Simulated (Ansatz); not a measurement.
GeSe

```
Ge Se
1.0
    11.16664    0.00000    0.00000
     0.00000    3.87638    0.00000
     0.00000    0.00000    4.53972
Ge Se
4 4
Direct
  0.87409 0.75000 0.62267
  0.62591 0.25000 0.12267
  0.37409 0.75000 0.87733
  0.12591 0.25000 0.37733
  0.64759 0.75000 0.50178
  0.85241 0.25000 0.00178
  0.14759 0.75000 0.99822
  0.35241 0.25000 0.49822
```

Space group Pnma; a structure generated by program, which may or may not match a known phase.

These are results of DFT PBE, scalar-relativistic, plane waves, PAW in Ansatz 0.2.0, not measurements.

In a PAW calculation such maps are meaningful between the atoms, not at the nuclei.

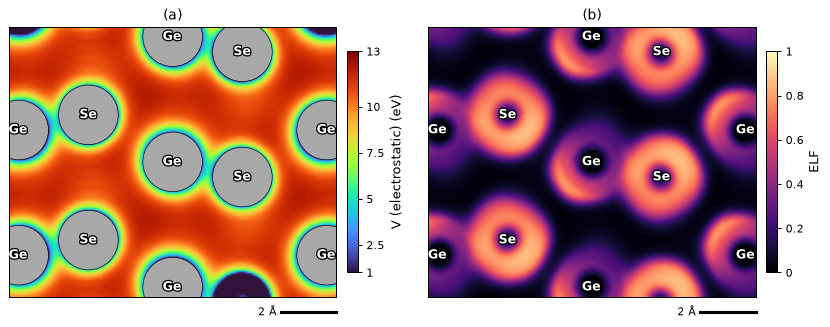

Figure 1. (a) electrostatic potential energy of an electron; (b) electron localisation function on the (010) plane of the conventional cell. Grey discs cover the atomic cores in the potential map.

Question: What do the fields say about this system?

Answer: Atoms in the plane: Ge and Se.
Ge–Se (2.59 Å): the ELF is about 0.70 at the midpoint.
The ELF also peaks beside Se and Ge, away from the bonds: lone-pair regions.
Outside the cores the potential energy rises away from the atoms and is highest about 2.2 Å from the nearest atoms; its zero is arbitrary.

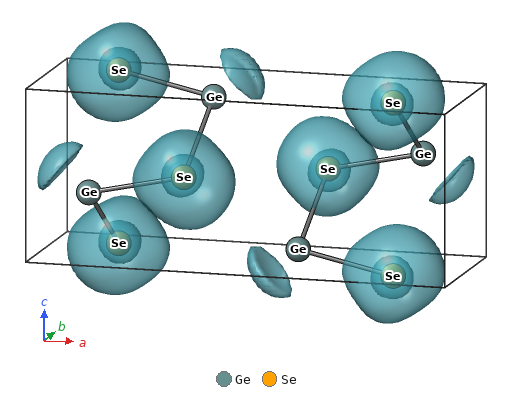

Figure 2. Isosurface of the electron localisation function at 0.65 (cyan), seen slightly off an axis. Core shells and regions of very low density are left out. Sticks mark near contacts.

Question: Where are the electrons localised?

Answer: The ELF exceeds this value in four regions on Se in which the atom's valence shell and bonds are merged and four lobes on Ge, pointing away from the bonds (lone pairs), counted in one cell of 8 atoms. Any copies at cell faces, edges or corners count once.

Question: Does the calculation give a band gap?

Answer: It is gapped, with a Kohn–Sham gap of 0.89 eV on the k-point mesh (the band edges may lie off the mesh, which would make the gap smaller).

Question: How much charge does the calculation move between the atoms?

Answer: Electrons move from Ge towards Se. Bader charges: Ge +0.65 and Se −0.65 e.
